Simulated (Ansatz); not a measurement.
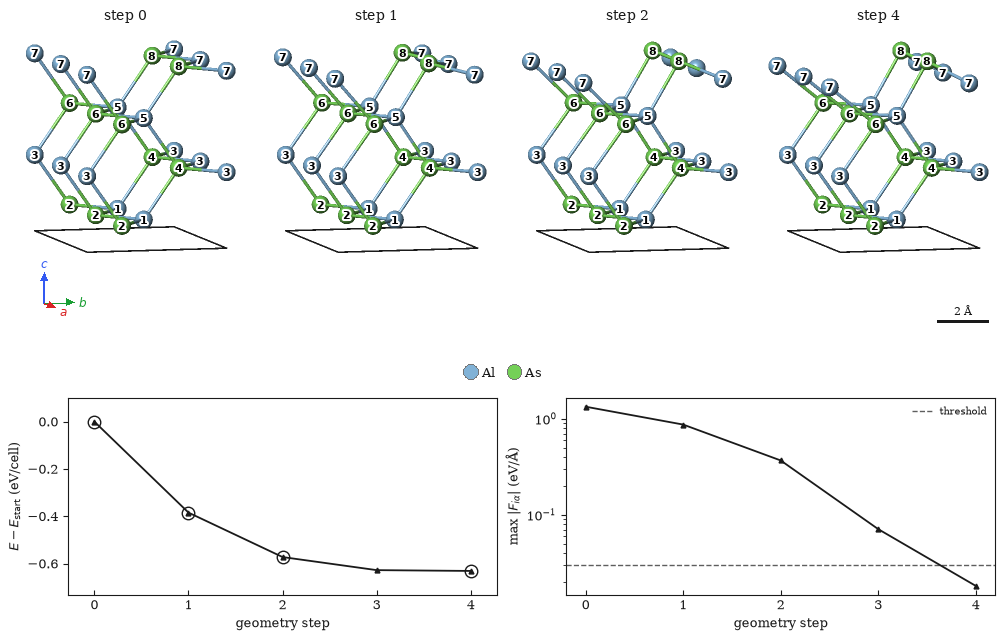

Frames of a constrained relaxation of a slab of composition AlAs (cut from the F-43m phase), marked on the history of the run. A ball-and-stick model of the 2 × 1 repeat of the cell, outlined in the plane, without the vacuum, seen slightly off an axis.

Case: clean slab, lower half held. The slab is the (1 1 0) face of AlAs. 4 atoms are held fixed.

Level of theory: DFT PBEsol, scalar-relativistic, plane waves, PAW (Ansatz 0.2.0). Set-up: plane-wave cutoff 420 eV; k-point mesh 7 × 5 × 1; occupations gaussian; smearing width 0.05 eV; no spin polarisation; dipole correction; atoms relaxed in a fixed cell; force threshold 0.03 eV/Å; at most 70 steps.

What happens along the run?

Answer. Al7 moves most: 0.64 Å at 41° to the normal (−c side). Largest moves by element: Al 0.64 Å, As 0.27 Å. The lattice vectors keep their values. Some distances before and after: As4–Al5 2.457 → 2.524 Å, As6–Al7 2.457 → 2.405 Å, Al7–As8 2.457 → 2.424 Å, Al3–As6 2.457 → 2.479 Å. Bond angles that change, for instance: Al5–As8–Al7 109.5° → 89.7°, Al3–As6–Al7 109.5° → 93.3°, As6–Al7–As8 109.5° → 123.7°. After 4 geometry steps the energy has fallen by 0.631 eV per cell of the calculation. The largest force component goes from 1.3 to 0.018 eV/Å. From step 0 to 1: Al7 moves most (0.19 Å), energy −0.384 eV per cell of the calculation. From step 1 to 2: Al7 moves most (0.19 Å), energy −0.188 eV per cell of the calculation. From step 2 to 4: Al7 moves most (0.26 Å), energy −58.7 meV per cell of the calculation.

```json
{"step": "0", "E − E(0), meV/atom": "0.00", "largest force component, eV/Å": "1.3359"}
{"step": "1", "E − E(0), meV/atom": "-48.05", "largest force component, eV/Å": "0.8702"}
{"step": "2", "E − E(0), meV/atom": "-71.54", "largest force component, eV/Å": "0.3680"}
{"step": "3", "E − E(0), meV/atom": "-78.44", "largest force component, eV/Å": "0.0709"}
{"step": "4", "E − E(0), meV/atom": "-78.87", "largest force component, eV/Å": "0.0182"}
```
